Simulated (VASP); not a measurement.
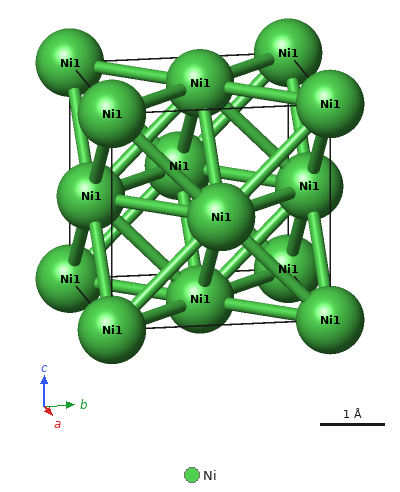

**Figure 1.** The input geometry of run 1 (ball-and-stick view of the cell 4 times as large as that of the calculation, set on its symmetry axes, seen slightly off an axis; atoms are numbered from 1 in the order of the input).

## Two runs on Ni

System: Ni (Fm-3m, 1 atom in the cell).
Method of run 1: Kohn-Sham DFT of a periodic cell, PBE, VASP PAW PBE potentials, recommended, spin-polarised (VASP 6.6.1).

The structure was built on a prototype by a generator; it need not be a known phase. 

## INCAR, run 1
```
ALGO = Normal
EDIFF = 1E-7
ENCUT = 520
GGA = PE
ISIF = 2
ISMEAR = 1
ISPIN = 2
LASPH = T
LCHARG = F
LMAXMIX = 4
LORBIT = 11
LREAL = F
LWAVE = F
MAGMOM = 0.8
NBANDS = 15
NELM = 120
PREC = Accurate
SIGMA = 0.1
```

## KPOINTS, run 1
```
k-points
0
Gamma
  31 31 31
```

## POSCAR, run 1
```
Ni
1.0
    0.0000000000      1.7600000000      1.7600000000
    1.7600000000      0.0000000000      1.7600000000
    1.7600000000      1.7600000000      0.0000000000
Ni
1
Direct
    0.0000000000      0.0000000000      0.0000000000
```

Launched with:
```bash
cat potpaw_PBE.64/Ni/POTCAR > POTCAR
mpirun -np 1 vasp_std > vasp.out
```

Hardware: 1 thread of Intel Xeon @ 2.50GHz (Skylake/Cascade Lake), 176 GiB of memory available, shared host.

## OSZICAR and lines of OUTCAR (run 1)
```
N       E                     dE             d eps       ncg     rms          rms(c)
DAV:   1     0.330994507222E+02    0.33099E+02   -0.42271E+03 51863   0.859E+02
DAV:   2    -0.504103013649E+01   -0.38140E+02   -0.35387E+02 55631   0.162E+02
DAV:   3    -0.649132764039E+01   -0.14503E+01   -0.14388E+01 59887   0.311E+01
DAV:   4    -0.650015954711E+01   -0.88319E-02   -0.88301E-02 60078   0.231E+00
DAV:   5    -0.650026724324E+01   -0.10770E-03   -0.10769E-03 60934   0.229E-01    0.990E+00
DAV:   6    -0.581413412498E+01    0.68613E+00   -0.13612E+01 71031   0.404E+01    0.596E+00
DAV:   7    -0.548707183594E+01    0.32706E+00   -0.23654E+00 65903   0.152E+01    0.192E+00
DAV:   8    -0.547306798613E+01    0.14004E-01   -0.23565E-02 61130   0.104E+00    0.948E-01
DAV:   9    -0.547046937161E+01    0.25986E-02   -0.21349E-03 80715   0.291E-01    0.255E-01
DAV:  10    -0.547000474968E+01    0.46462E-03   -0.48577E-04 83201   0.126E-01    0.454E-02
DAV:  11    -0.546999084508E+01    0.13905E-04   -0.65334E-05 74409   0.604E-02    0.281E-02
DAV:  12    -0.546999152481E+01   -0.67973E-06   -0.11753E-06 62187   0.916E-03    0.119E-02
DAV:  13    -0.546999133353E+01    0.19127E-06   -0.31886E-07 67824   0.573E-03    0.519E-03
DAV:  14    -0.546999129896E+01    0.34572E-07   -0.79079E-08 47405   0.263E-03
   1 F= -.54699913E+01 E0= -.54700299E+01  d E =0.115791E-03  mag=     0.6396
[... from OUTCAR:]
  free energy    TOTEN  =        -5.46999130 eV
  energy without entropy =       -5.47010709  energy(sigma->0) =       -5.47002990
 E-fermi :   9.3556     XC(G=0): -13.2431     alpha+bet :-16.4271
  free  energy   TOTEN  =        -5.4699912990 eV
  energy  without entropy=       -5.4701070896  energy(sigma->0) =       -5.47002990
```

Run 2 used a changed input.

## The two runs side by side

```csv
quantity,run 1,run 2
outcome,converged,converged
free energy per atom (eV),−5.4700,−6.5271
gap on the mesh (eV),0.00,0.00
net moment of the cell (μB),0.64,0.59
pressure (GPa),−0.29,−17.40
largest force (eV/Å),0.000,0.000
SCF iterations,14,14
irreducible k-points,816,816
plane waves at Γ,306,306
```

Which change of the input explains these differences?

The change (lines with − go, lines with + come):
```diff
-GGA = PE
```

The total energies belong to different methods, so their difference says nothing on which is more stable or more accurate. The net moment of the cell goes from 0.64 to 0.59 μB. The pressure goes from −0.29 to −17.40 GPa. The number of SCF iterations is the same.

## OSZICAR and lines of OUTCAR (run 2)
```
N       E                     dE             d eps       ncg     rms          rms(c)
DAV:   1     0.321395920922E+02    0.32140E+02   -0.42248E+03 51877   0.863E+02
DAV:   2    -0.616801225369E+01   -0.38308E+02   -0.35545E+02 55547   0.163E+02
DAV:   3    -0.764324979061E+01   -0.14752E+01   -0.14630E+01 59873   0.313E+01
DAV:   4    -0.765239412116E+01   -0.91443E-02   -0.91424E-02 59938   0.235E+00
DAV:   5    -0.765250766620E+01   -0.11355E-03   -0.11354E-03 61166   0.235E-01    0.102E+01
DAV:   6    -0.693023505955E+01    0.72227E+00   -0.15040E+01 70919   0.430E+01    0.629E+00
DAV:   7    -0.654699789377E+01    0.38324E+00   -0.27441E+00 65566   0.165E+01    0.178E+00
DAV:   8    -0.653074694612E+01    0.16251E-01   -0.24849E-02 60160   0.992E-01    0.867E-01
DAV:   9    -0.652791671661E+01    0.28302E-02   -0.16929E-03 81906   0.231E-01    0.254E-01
DAV:  10    -0.652716884154E+01    0.74788E-03   -0.65419E-04 86563   0.131E-01    0.386E-02
DAV:  11    -0.652713623619E+01    0.32605E-04   -0.48693E-05 75240   0.463E-02    0.250E-02
DAV:  12    -0.652713709152E+01   -0.85533E-06   -0.16690E-06 65013   0.887E-03    0.133E-02
DAV:  13    -0.652713762304E+01   -0.53152E-06   -0.31920E-07 63843   0.479E-03    0.438E-03
DAV:  14    -0.652713755968E+01    0.63355E-07   -0.36956E-08 47952   0.204E-03
   1 F= -.65271376E+01 E0= -.65270826E+01  d E =-.164767E-03  mag=     0.5880
[... from OUTCAR:]
  free energy    TOTEN  =        -6.52713756 eV
  energy without entropy =       -6.52697279  energy(sigma->0) =       -6.52708264
 E-fermi :   8.9972     XC(G=0): -13.5992     alpha+bet :-16.2885
  free  energy   TOTEN  =        -6.5271375597 eV
  energy  without entropy=       -6.5269727926  energy(sigma->0) =       -6.52708264
```

For run 2: The cell is under a tension of 17.4 GPa at this level, so it is not at its equilibrium volume.
